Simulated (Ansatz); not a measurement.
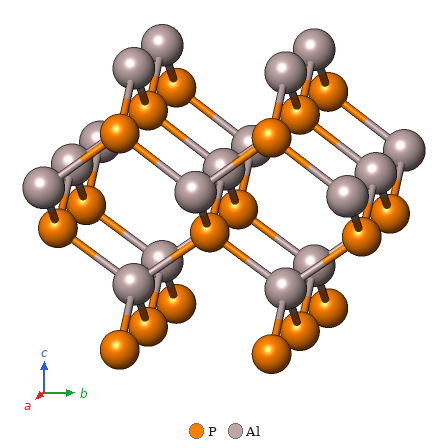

System: H2 on a slab of content AlP. The picture shows the clean slab (repeated in the plane, vacuum cut away).

Structure:
```xyz
6
Lattice="3.8739 0.0000 0.0000 0.0000 3.8739 0.0000 0.0000 0.0000 23.8482" Properties=species:S:1:pos:R:3 pbc="T T T"
P     0.0000    1.9369    8.5000
Al    1.9369    1.9369    9.8696
P     1.9369    0.0000   11.2392
Al    0.0000    0.0000   12.5549
P     0.0000    1.9369   13.9843
Al    1.9369    1.9369   15.3480
```

Input of one of the runs behind the figure:
```
crystal:
  lattice:
    - [3.8738995432, 0.0, 0.0]
    - [0.0, 3.8738995432, 0.0]
    - [0.0, 0.0, 25.8481515916]
  atoms:
    - { symbol: P, position: [0.0, 0.5, 0.3288436301] }
    - { symbol: Al, position: [0.5, 0.5, 0.3818311837] }
    - { symbol: P, position: [0.5, 0.0, 0.4348187373] }
    - { symbol: Al, position: [0.0, 0.0, 0.485716154] }
    - { symbol: P, position: [0.0, 0.5, 0.5410221573] }
    - { symbol: Al, position: [0.5, 0.5, 0.5937737567] }
    - { symbol: H, position: [0.0, 1.0, 0.5976425053] }
    - { symbol: H, position: [-0.0324764243, 0.809139983, 0.5976425053] }
basis:
  ecutwfc: 500
kpoints:
  mp_grid: { grid: [7, 7, 1] }
hamiltonian:
  xc: r2scan
scf:
  occupations: { method: gaussian, width: 0.05 }
output:
  forces: true
  eigenvalues: true
  write_density: true
  write_potential: true
  elf: true
  volumetric_format: npy
relax:
  adjacent_minimum: "off"
  f_tol: 0.03
  max_steps: 70
  constraints: [{ sites: [0, 1, 2] }]
efield:
  axis: 3
  dipole_correction: true
  ramp_width: 0.04
```

Command:
```bash
ansatz run input.yaml --threads 4 --pin off --max-ram 10240MiB --backend cpu --events-out ev --progress --plain --runs-dir out
```

Method: adsorption at several starting sites on a slab cut from the named crystal, one adsorbate a surface cell, the lower planes held, the adsorption energy counts from the clean slab and the free, spin-polarised adsorbate, negative where bound, plane waves with PAW datasets, Γ-centred k mesh (Ansatz 0.2.0). Level: r2SCAN, no spin polarisation.

```csv
setting,value
crystal formula,AlP
crystal space group number,216
Miller index h,1
Miller index k,0
Miller index l,0
top plane,Al
bottom plane,P
planes,6
surface cell,"(1, 1)"
slab thickness as cut,6.85 Å
vacuum,17 Å
surface area,15.01 Å²
wave cutoff,500 eV
k mesh,7×7×1
occupations,Gaussian
smearing width,0.05 eV
boundary,dipole corrected
adsorbate,H2
```

Sites are named by a rule of distances and placed in fractions of the cell vectors a and b; the slab's top layers relax too; key: 1 = top site at (0.50, 0.50); 2 = hollow site at (0.00, 0.00); 3 = bridge site at (0.50, 0.00).

Predict the adsorption energy of each starting site.

The adsorbate slid sideways from no. 1 (by 1.1 Å). Among these starts the lowest are no. 1 and no. 3, which are equal within what the calculation resolves; no. 2 is 0.410 eV higher.

```tsv
starting site	adsorption energy (eV)
no. 1	-0.495
no. 2	-0.085
no. 3	-0.495
```

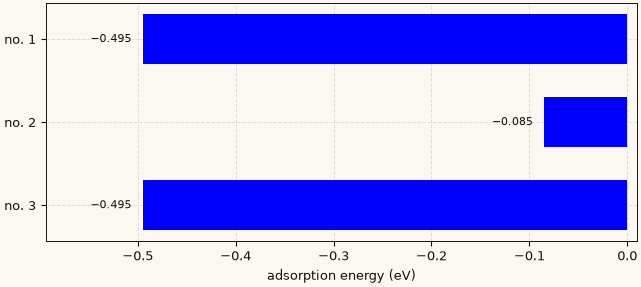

Caveats: xc potential rough in thin density.
